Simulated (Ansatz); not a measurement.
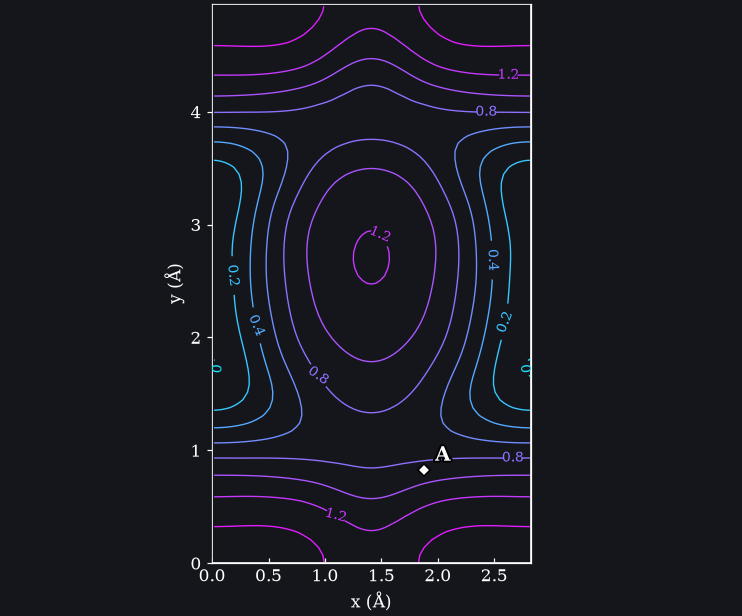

H on a TiAl(101) slab cut from the P4/mmm phase, its upper half relaxed before the scan (12 atoms of substrate and one adsorbate in a 2 × 1 cell). 
- H is moved over the surface cell; relaxed at each place: the height of the adsorbate's atoms; substrate rigid; the origin of the map has the adsorbate above Al11.
- Places are given modulo a cell vector. The map is drawn in real space over the plane of the surface.
- The scan uses a 6 × 6 grid; 24 points were computed and 12 follow by symmetry.
- Places are given in fractions of the 1 × 1 surface cell.
- Energies: eV, counted from the lowest grid point.
- These are results of DFT PBE, scalar-relativistic, plane waves, PAW (Ansatz), not measurements. Settings: cutoff 420 eV, k-mesh 5×6×1, gaussian smearing 0.1 eV, no spin polarisation.

Drawn: contour lines labelled in eV, the outline of one cell of the plane, the point A. Between grid points the surface is interpolated.

> Is A at rest? If not, where is it pushed?

A, at (4/6, 1/6) of the cell vectors, is not a stationary point. The computed force is 1 eV/Å in the plane, pointing up in the picture (components −0.2 and 1.0 eV/Å).

PAW datasets: the set soft_1.
